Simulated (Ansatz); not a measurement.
# Single-point calculation of C₁₂₈ (part 2 of 2)

The same run, continued: C₁₂₈ (128 atoms in the cell); DFT, r2SCAN, PAW, plane waves (Ansatz 0.2.0); cutoff 500 eV, 1×1×1 k-mesh, Fermi–Dirac smearing of 0.01 eV. The structure was built on a prototype by a generator.

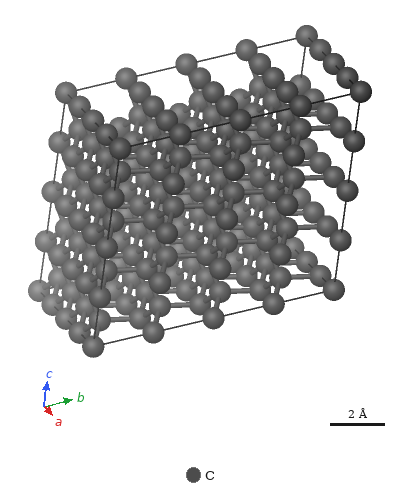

Fig. 1: The structure (ball-and-stick view of the cell of the calculation, seen slightly off an axis).

**Output, continued**
```
--- Forces (eV/Å), atoms counted from 1 ---
  atom   1  C     -0.03514023    -0.03513958    -0.03514173
  atom   2  C     -0.03514034    -0.03514086    -0.03514179
  atom   3  C     -0.03514090    -0.03514117    -0.03514043
  atom   4  C     -0.03514033    -0.03514048    -0.03514195
  atom   5  C     -0.03514232    -0.03514062    -0.03514236
  atom   6  C     -0.03513759    -0.03513942    -0.03514062
  atom   7  C     -0.03514119    -0.03513914    -0.03513945
  atom   8  C     -0.03514029    -0.03513956    -0.03514169
  atom   9  C     -0.03513828    -0.03513957    -0.03513978
  atom  10  C     -0.03513982    -0.03514312    -0.03514089
  atom  11  C     -0.03514422    -0.03514186    -0.03514133
  atom  12  C     -0.03514118    -0.03514161    -0.03514176
  atom  13  C     -0.03514222    -0.03514185    -0.03514108
  atom  14  C     -0.03514197    -0.03514384    -0.03514041
  atom  15  C     -0.03514238    -0.03514263    -0.03514052
  atom  16  C     -0.03514210    -0.03514156    -0.03513891
  atom  17  C      0.03513832     0.03513783     0.03514030
  atom  18  C      0.03514259     0.03513921     0.03514178
  atom  19  C      0.03514093     0.03514041     0.03514028
  atom  20  C      0.03514139     0.03514275     0.03513974
  atom  21  C      0.03514289     0.03514219     0.03514148
  atom  22  C      0.03513901     0.03514139     0.03513988
  atom  23  C      0.03514181     0.03513933     0.03513918
  atom  24  C      0.03513985     0.03514153     0.03514168
  atom  25  C      0.03514044     0.03514027     0.03513609
  atom  26  C      0.03514051     0.03514243     0.03514196
  atom  27  C      0.03514116     0.03514132     0.03514280
  atom  28  C      0.03514208     0.03514328     0.03513995
  atom  29  C      0.03514244     0.03513940     0.03514296
  atom  30  C      0.03514103     0.03514152     0.03514213
  atom  31  C      0.03514117     0.03514262     0.03514319
  atom  32  C      0.03514233     0.03514025     0.03514128
  atom  33  C     -0.03514110    -0.03513933    -0.03514345
  atom  34  C     -0.03513980    -0.03513867    -0.03514196
  atom  35  C     -0.03514020    -0.03514222    -0.03514348
  atom  36  C     -0.03514120    -0.03513949    -0.03514047
  atom  37  C     -0.03514220    -0.03514245    -0.03514277
  atom  38  C     -0.03513893    -0.03514042    -0.03513948
  atom  39  C     -0.03514513    -0.03514196    -0.03514095
  atom  40  C     -0.03513951    -0.03514036    -0.03513734
  atom  41  C     -0.03514031    -0.03514033    -0.03513968
  atom  42  C     -0.03514003    -0.03514053    -0.03513931
  atom  43  C     -0.03514099    -0.03514258    -0.03514119
  atom  44  C     -0.03514128    -0.03513963    -0.03514215
  atom  45  C     -0.03514117    -0.03514217    -0.03513961
  atom  46  C     -0.03514020    -0.03514075    -0.03514091
  atom  47  C     -0.03514348    -0.03514436    -0.03514265
  atom  48  C     -0.03514019    -0.03513962    -0.03513931
  atom  49  C      0.03514279     0.03513959     0.03514197
  atom  50  C      0.03513878     0.03514315     0.03514200
  atom  51  C      0.03514128     0.03514298     0.03514148
  atom  52  C      0.03513934     0.03513850     0.03514136
  atom  53  C      0.03514086     0.03514380     0.03514091
  atom  54  C      0.03514001     0.03513815     0.03514094
  atom  55  C      0.03514325     0.03514191     0.03514081
  atom  56  C      0.03513775     0.03514091     0.03513857
  atom  57  C      0.03513975     0.03513943     0.03514075
  atom  58  C      0.03514114     0.03514025     0.03514081
  atom  59  C      0.03514017     0.03514047     0.03514221
  atom  60  C      0.03514414     0.03514169     0.03513919
  atom  61  C      0.03513953     0.03514120     0.03514023
  atom  62  C      0.03514131     0.03514159     0.03514132
  atom  63  C      0.03514201     0.03514086     0.03514256
  atom  64  C      0.03514089     0.03514084     0.03513947
  atom  65  C     -0.03514055    -0.03514108    -0.03514039
  atom  66  C     -0.03514021    -0.03513969    -0.03514099
  atom  67  C     -0.03514122    -0.03514278    -0.03514330
  atom  68  C     -0.03514066    -0.03513876    -0.03514050
  atom  69  C     -0.03514112    -0.03514222    -0.03514205
  atom  70  C     -0.03514360    -0.03514196    -0.03514310
  atom  71  C     -0.03514074    -0.03513997    -0.03514119
  atom  72  C     -0.03514031    -0.03514123    -0.03514271
  atom  73  C     -0.03513967    -0.03513741    -0.03514034
  atom  74  C     -0.03513948    -0.03514078    -0.03514161
  atom  75  C     -0.03513957    -0.03514043    -0.03514113
  atom  76  C     -0.03514412    -0.03514253    -0.03514028
  atom  77  C     -0.03514083    -0.03514127    -0.03514053
  atom  78  C     -0.03514031    -0.03514343    -0.03513875
  atom  79  C     -0.03514052    -0.03514293    -0.03514240
  atom  80  C     -0.03514247    -0.03513998    -0.03513735
  atom  81  C      0.03514085     0.03514102     0.03514026
  atom  82  C      0.03514131     0.03514229     0.03514201
  atom  83  C      0.03514005     0.03514045     0.03514162
  atom  84  C      0.03513887     0.03513866     0.03513927
  atom  85  C      0.03514257     0.03513967     0.03514426
  atom  86  C      0.03514400     0.03514413     0.03514296
  atom  87  C      0.03513682     0.03514028     0.03514069
  atom  88  C      0.03514167     0.03514162     0.03514177
  atom  89  C      0.03513930     0.03514056     0.03513938
  atom  90  C      0.03514133     0.03514166     0.03513878
  atom  91  C      0.03514137     0.03514127     0.03514091
  atom  92  C      0.03514043     0.03513983     0.03514190
  atom  93  C      0.03514123     0.03514163     0.03514119
  atom  94  C      0.03513883     0.03514049     0.03514231
  atom  95  C      0.03514466     0.03514169     0.03514004
  atom  96  C      0.03513928     0.03514118     0.03513899
  atom  97  C     -0.03514299    -0.03514041    -0.03514088
  atom  98  C     -0.03514223    -0.03513905    -0.03514357
  atom  99  C     -0.03514093    -0.03514007    -0.03514112
  atom 100  C     -0.03514124    -0.03514161    -0.03514219
  atom 101  C     -0.03514371    -0.03514352    -0.03514364
  atom 102  C     -0.03513894    -0.03514022    -0.03514264
  atom 103  C     -0.03514029    -0.03514161    -0.03514066
  atom 104  C     -0.03514104    -0.03513921    -0.03514063
  atom 105  C     -0.03513820    -0.03514032    -0.03513837
  atom 106  C     -0.03513990    -0.03514044    -0.03513943
  atom 107  C     -0.03514047    -0.03513987    -0.03514199
  atom 108  C     -0.03514051    -0.03514040    -0.03514202
  atom 109  C     -0.03514257    -0.03514120    -0.03513859
  atom 110  C     -0.03514222    -0.03514134    -0.03514137
  atom 111  C     -0.03514192    -0.03514203    -0.03514013
  atom 112  C     -0.03513919    -0.03514298    -0.03513893
  atom 113  C      0.03514004     0.03514017     0.03514246
  atom 114  C      0.03514174     0.03514339     0.03514260
  atom 115  C      0.03513903     0.03513941     0.03514078
  atom 116  C      0.03514214     0.03514344     0.03514189
  atom 117  C      0.03514246     0.03514220     0.03514315
  atom 118  C      0.03514218     0.03514018     0.03514067
  atom 119  C      0.03513946     0.03513911     0.03514138
  atom 120  C      0.03514231     0.03514240     0.03513911
  atom 121  C      0.03513979     0.03513905     0.03514088
  atom 122  C      0.03514005     0.03513874     0.03513855
  atom 123  C      0.03514327     0.03514264     0.03513969
  atom 124  C      0.03514108     0.03514044     0.03514027
  atom 125  C      0.03514145     0.03514089     0.03514145
  atom 126  C      0.03514130     0.03514447     0.03514101
  atom 127  C      0.03514195     0.03514122     0.03514297
  atom 128  C      0.03513960     0.03513748     0.03513889
  max |Σ_I F_I| component: 1.47e-6 eV/Å
--- Band table (eV) ---
  k-point 0: bands = ["-9.2128", "-8.3072", "-7.7089", "-7.7089", "-7.7089", "-7.4078", "-7.4077", "-7.4077", "-7.1164", "-7.1164", ... 174 levels left out ..., "7.7590", "7.7590", "8.2069", "8.2069", "8.2069", "8.4644", "8.4644", "8.4644", "8.4644", "8.4644", "8.4644", "8.5618", "8.5618", "8.5618", "8.6181", "8.6181", "8.6181", "8.6433", "8.6433", "8.6433", "8.6662", "8.6662", "8.6662", "8.7293", "9.0121", "9.0121", "9.0121", "9.5935", "9.5935",
      "9.5935", "9.7145", "9.7145", "9.7145", "9.9468", "9.9468", "9.9468", "9.9468", "9.9468", "9.9468", "10.1018", "10.1018", "10.1018", "10.2283", "10.2283", "10.2283", "10.2828", "10.2828", "10.2828", "10.5126", "10.5126", "10.5126", "10.5706", "10.5706", "10.9638", "10.9638", "10.9638", "11.1113", "11.1113", "11.1113", "11.1450", "11.1450", "11.7844", "11.7844", "11.7844", "11.8870", "11.8870", "11.8870", "12.1974", "12.1974",
      "12.7155", "13.2936", "13.2936", "18.3686", "18.3686", "18.3686", "18.4880", "18.4880", "18.4880", "18.6979", "18.6979", "18.6979", "19.2620", "19.2620", "19.2620", "19.2942", "19.2942", "19.2942", "19.5456", "19.5456", "19.5456", "19.6746", "19.6746", "19.8934", "20.2560", "20.2560", "20.2560", "20.2560", "20.2560", "20.2560", "20.2978", "20.2978", "20.2978", "20.6131", "20.6131", "20.6131", "20.6131", "20.6131", "20.6131", "20.7321",
      "20.7321", "20.7321", "20.8006", "20.8006", "20.8006", "21.1057", "21.1057", "21.2998", "21.2998", "21.2998", "21.5691", "21.6319", "21.6319", "21.6319", "22.1906", "22.1906", "22.2269", "22.2269", "22.2269", "22.3531", "22.3531", "22.3531", "22.3531", "22.3531", "22.3531", "22.4063", "22.4063", "22.4063", "22.4082", "22.4082", "22.4082", "22.4358", "22.4492", "22.4492", "22.4699", "22.4699", "22.4699", "22.4797", "22.4797", "22.4797",
      "22.5523", "22.5523", "22.5523", "22.7423", "22.8505", "22.8505", "22.8505", "23.0439", "23.0439", "23.0439", "23.1361", "23.1361", "23.1361", "23.1848", "23.1848", "23.1848", "23.2658", "23.2658", "23.2658", "23.2658", "23.2658", "23.2658", "23.4796", "23.4796", "23.4796", "23.4796", "23.4796", "23.4796", "23.5000", "23.5000", "23.5000", "24.1124", "24.1124", "24.1124", "24.7062", "24.7062", "24.7062", "24.7433", "24.7433", "24.7433",
      "24.9758", "24.9758", "24.9758", "24.9758", "24.9758", "24.9758", "25.1843", "25.1843", "25.1843", "25.1849", "25.1849"]
--- Löwdin populations: 128 sites ---
  site symbol       q [e]
     0      C      3.9850
     1      C      3.9850
     2      C      3.9850
     3      C      3.9850
     4      C      3.9850
     5      C      3.9850
     6      C      3.9850
     7      C      3.9850
     8      C      3.9850
     9      C      3.9850
    10      C      3.9850
    11      C      3.9850
    12      C      3.9850
    13      C      3.9850
    14      C      3.9850
    15      C      3.9850
    16      C      3.9850
    17      C      3.9850
    18      C      3.9850
    19      C      3.9850
    20      C      3.9850
    21      C      3.9850
    22      C      3.9850
    23      C      3.9850
    24      C      3.9850
    25      C      3.9850
    26      C      3.9850
    27      C      3.9850
    28      C      3.9850
    29      C      3.9850
    30      C      3.9850
    31      C      3.9850
    32      C      3.9850
    33      C      3.9850
    34      C      3.9850
    35      C      3.9850
    36      C      3.9850
    37      C      3.9850
    38      C      3.9850
    39      C      3.9850
    40      C      3.9850
    41      C      3.9850
    42      C      3.9850
    43      C      3.9850
    44      C      3.9850
    45      C      3.9850
    46      C      3.9850
    47      C      3.9850
    48      C      3.9850
    49      C      3.9850
    50      C      3.9850
    51      C      3.9850
    52      C      3.9850
    53      C      3.9850
    54      C      3.9850
    55      C      3.9850
    56      C      3.9850
    57      C      3.9850
    58      C      3.9850
    59      C      3.9850
    60      C      3.9850
    61      C      3.9850
    62      C      3.9850
    63      C      3.9850
    64      C      3.9850
    65      C      3.9850
    66      C      3.9850
    67      C      3.9850
    68      C      3.9850
    69      C      3.9850
    70      C      3.9850
    71      C      3.9850
    72      C      3.9850
    73      C      3.9850
    74      C      3.9850
    75      C      3.9850
    76      C      3.9850
    77      C      3.9850
    78      C      3.9850
    79      C      3.9850
    80      C      3.9850
    81      C      3.9850
    82      C      3.9850
    83      C      3.9850
    84      C      3.9850
    85      C      3.9850
    86      C      3.9850
    87      C      3.9850
    88      C      3.9850
    89      C      3.9850
    90      C      3.9850
    91      C      3.9850
    92      C      3.9850
    93      C      3.9850
    94      C      3.9850
    95      C      3.9850
    96      C      3.9850
    97      C      3.9850
    98      C      3.9850
    99      C      3.9850
   100      C      3.9850
   101      C      3.9850
   102      C      3.9850
   103      C      3.9850
   104      C      3.9850
   105      C      3.9850
   106      C      3.9850
   107      C      3.9850
   108      C      3.9850
   109      C      3.9850
   110      C      3.9850
   111      C      3.9850
   112      C      3.9850
   113      C      3.9850
   114      C      3.9850
   115      C      3.9850
   116      C      3.9850
   117      C      3.9850
   118      C      3.9850
   119      C      3.9850
   120      C      3.9850
   121      C      3.9850
   122      C      3.9850
   123      C      3.9850
   124      C      3.9850
   125      C      3.9850
   126      C      3.9850
   127      C      3.9850
  spilling = 0.003739 (of n_electrons = 512.000000)
```

**Results in brief**

```json
{"quantity": "outcome", "value": "converged"}
{"quantity": "space group (tolerance 0.01 Å)", "value": "Fd-3m (227)"}
{"quantity": "electrons treated", "value": "512"}
{"quantity": "free energy", "value": "−32194.6539 eV"}
{"quantity": "Fermi energy", "value": "15.829 eV"}
{"quantity": "largest force (length of the vector)", "value": "0.061 eV/Å"}
{"quantity": "wall time", "value": "58 s (CPU time 5.9 min)"}
{"quantity": "peak memory", "value": "3.8 GiB"}
```

The k-point mesh is coarse for a cell of this size, so the results may not be converged.
